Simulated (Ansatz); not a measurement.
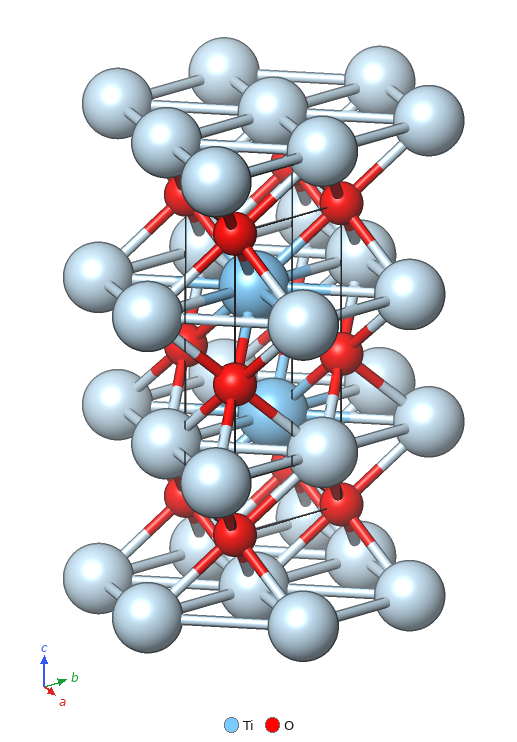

The image is a ball-and-stick drawing of a crystal, viewed slightly off an axis. The frame is the simulation cell; atoms at its boundary are shown with their periodic copies. The first bonded neighbours in the surrounding cells are also shown, in fainter colours.

```
CELL_PARAMETERS angstrom
2.82633 0.00000 0.00000
-1.41317 2.44768 0.00000
0.00000 0.00000 5.54115
ATOMIC_POSITIONS crystal
Ti 0.33333 0.66667 0.25000
Ti 0.66667 0.33333 0.75000
O 0.00000 0.00000 0.00000
O 0.00000 0.00000 0.50000
```

Theory: Ansatz, DFT r2SCAN, scalar-relativistic, plane waves, PAW. Numerical settings: an energy cutoff of 500 eV, an 18×18×8 sampling of the Brillouin zone, Gaussian smearing of 0.1 eV, no spin polarisation.

What does a Bader analysis give?

Ti +1.39 e; O -1.39 e.

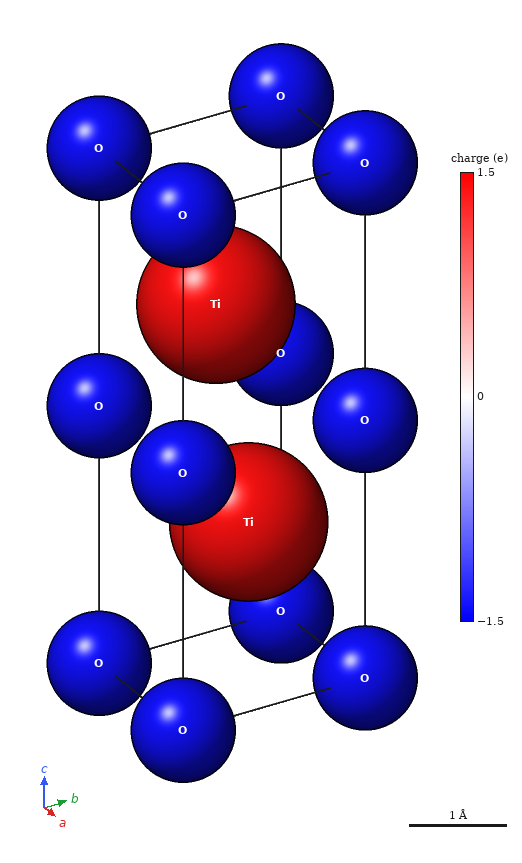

The atoms coloured by those charges.

The cell started as a structure listed in the Materials Project. Earlier steps of the study may have refined or changed the cell and positions. A calculation with Ansatz used it as input.
